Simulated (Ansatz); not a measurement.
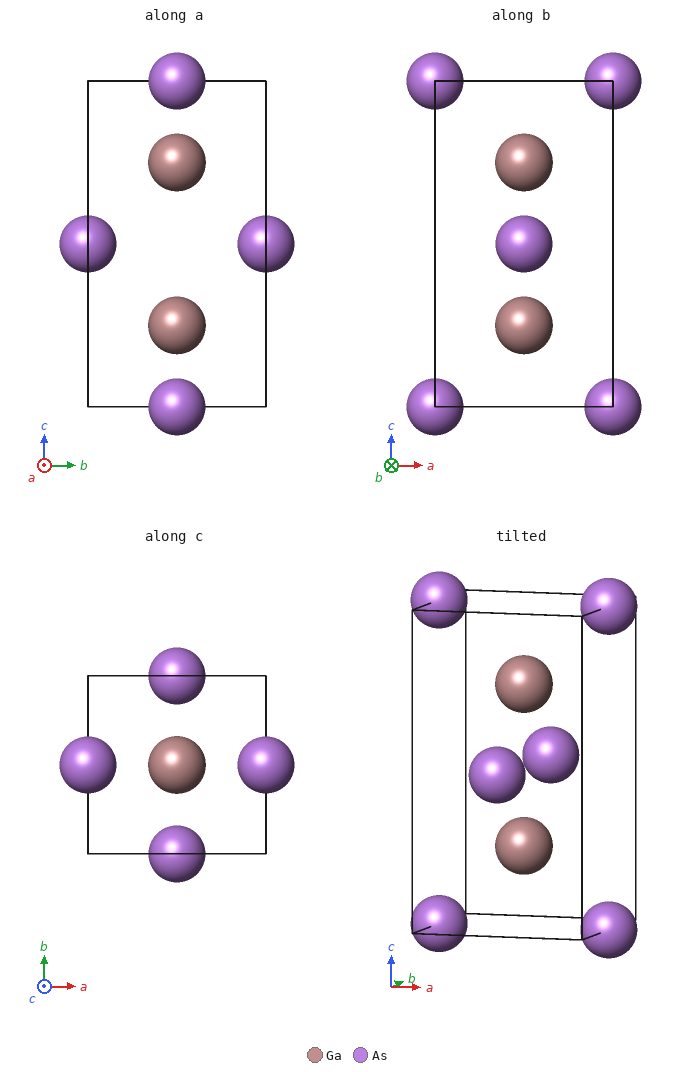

Shown here is a spheres-only view of the crystal, taken along the a axis, along the b axis, along the c axis and slightly off an axis. The box is the conventional unit cell; atoms on or close to its faces, edges and corners are drawn wherever they repeat.

Lattice parameters: a = 3.754 Å, b = 3.754 Å, c = 6.873 Å, α = 90.00°, β = 90.00°, γ = 90.00°. Put a along x and b in the xy plane.

From the views, write a POSCAR file.

```
Ga As
1.0
     3.754    0.000    0.000
     0.000    3.754    0.000
     0.000    0.000    6.873
Ga As
2 2
Direct
  0.5000 0.5000 0.2500
  0.5000 0.5000 0.7500
  0.0000 0.5000 0.0000
  0.5000 0.0000 0.5000
```

Its origin is a structure type filled with these elements by a generator (whether the compound takes this form wasn't checked). A relaxation with DFT PBE, scalar-relativistic, plane waves, PAW in Ansatz gave the geometry drawn.
